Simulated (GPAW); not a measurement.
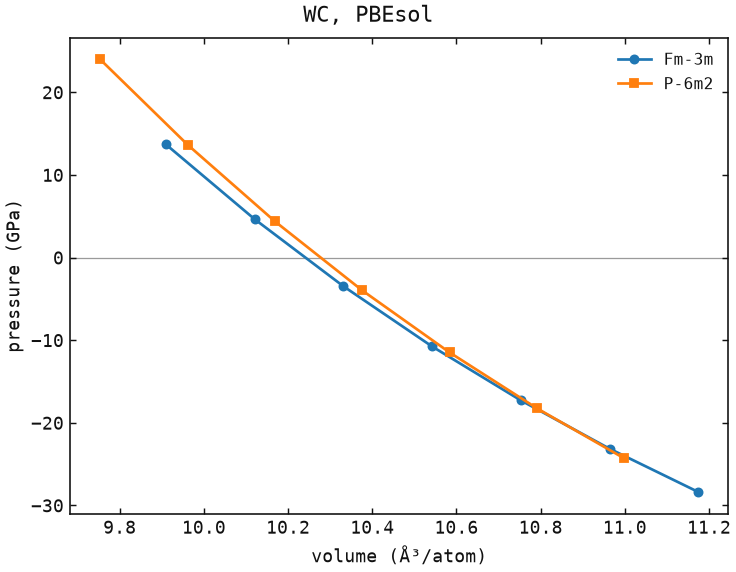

The plot gives the computed pressure against volume, with one curve for each structure, for WC.

Computed with GPAW 26.7.0: PAW DFT in plane waves, on a grid or in atomic orbitals, no spin polarisation; energies at scaled volumes of the given cell, shape and fractions fixed, counted from the fit's minimum, third-order Birch-Murnaghan fit. Level: PBEsol.

- occupations: Fermi–Dirac
- smearing width: 0.05 eV
- potentials: PAW data sets made by gpaw setup for the functional
- wave cutoff: 800 eV

Settings that differ: Fm-3m: k mesh 10×10×10; P-6m2: k mesh 10×10×9.

### Order the curves by fitted equilibrium volume, smallest first.

Fm-3m 10.244, P-6m2 10.280 Å³/atom.

### Order the curves by fitted bulk modulus, smallest first.

Fm-3m 390.8, P-6m2 412.1 GPa.

### For Fm-3m: how does the pressure vary with volume?

It falls from 13.70 GPa at volume 9.91 Å³/atom to −28.38 GPa at 11.17 Å³/atom, and changes sign near 10.24 Å³/atom.
